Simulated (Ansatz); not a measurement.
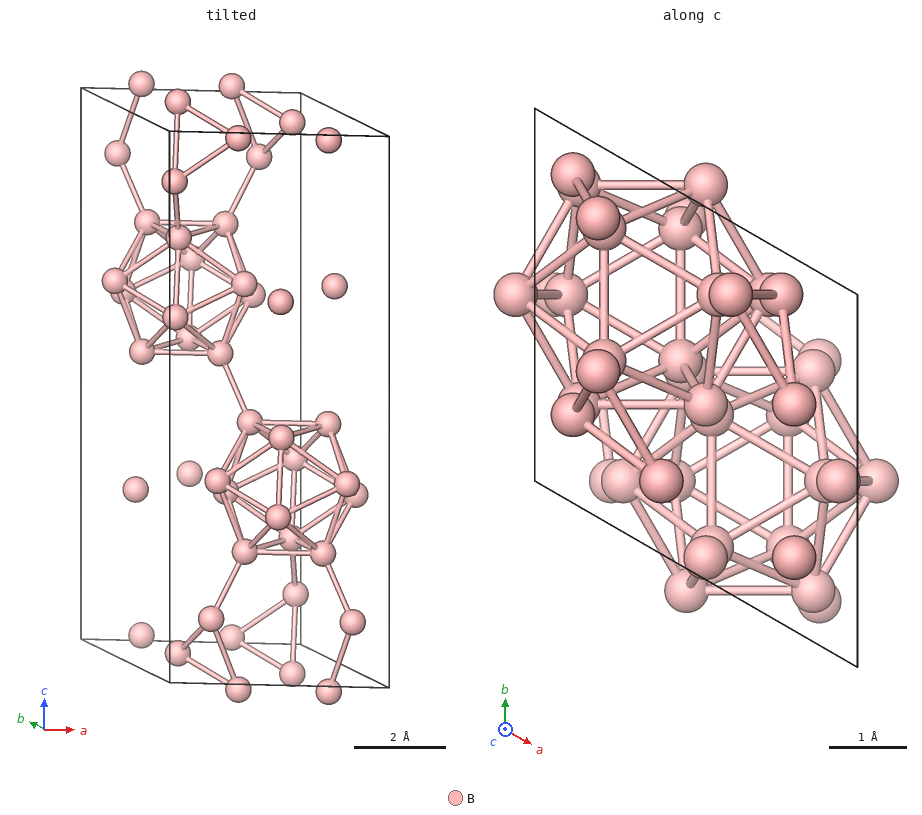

A ball-and-stick rendering, viewed slightly off an axis and along the c axis. Thin lines show the conventional unit cell, with boundary atoms drawn in all their periodic places.

B, space group R-3m (No. 166), a = 4.899 Å, b = 4.899 Å, c = 12.514 Å, α = 90.00°, β = 90.00°, γ = 120.00°. The model was built from a structure listed in the Materials Project. Earlier steps of the study may have refined or changed the cell and positions. It was run through Ansatz as a DFT input.

This one geometry was computed with Ansatz (DFT, plane waves, PAW) at four levels of theory: PBE, r2SCAN, HSE06 and PBE0. It was relaxed beforehand with r2SCAN.

Which level gives the highest pressure at this volume, and what does that say about its equilibrium volume?

Highest: PBE (1.0 GPa), which points to the largest equilibrium volume. Lowest, with the smallest volume: HSE06 (-2.2 GPa) and PBE0 (-2.3 GPa). Levels within 0.5 GPa of each other can't be told apart.

How does the band gap change with the level of theory?

PBE: a gap of 1.55 eV, indirect; r2SCAN: a gap of 1.60 eV, indirect; HSE06: a gap of 2.10 eV, indirect; PBE0: a gap of 2.77 eV, indirect.

Collect the results in a table.

| level | cutoff (eV) | k-mesh of the run's cell | gap (eV) | pressure (GPa) |
| --- | --- | --- | --- | --- |
| PBE | 420 | 6×6×6 | 1.55 | 1.0 |
| r2SCAN | 500 | 6×6×6 | 1.60 | 0.0 |
| HSE06 | 420 | 4×4×4 | 2.10 | -2.2 |
| PBE0 | 420 | 4×4×4 | 2.77 | -2.3 |

Gaps are taken on the k-mesh or band path of each run.
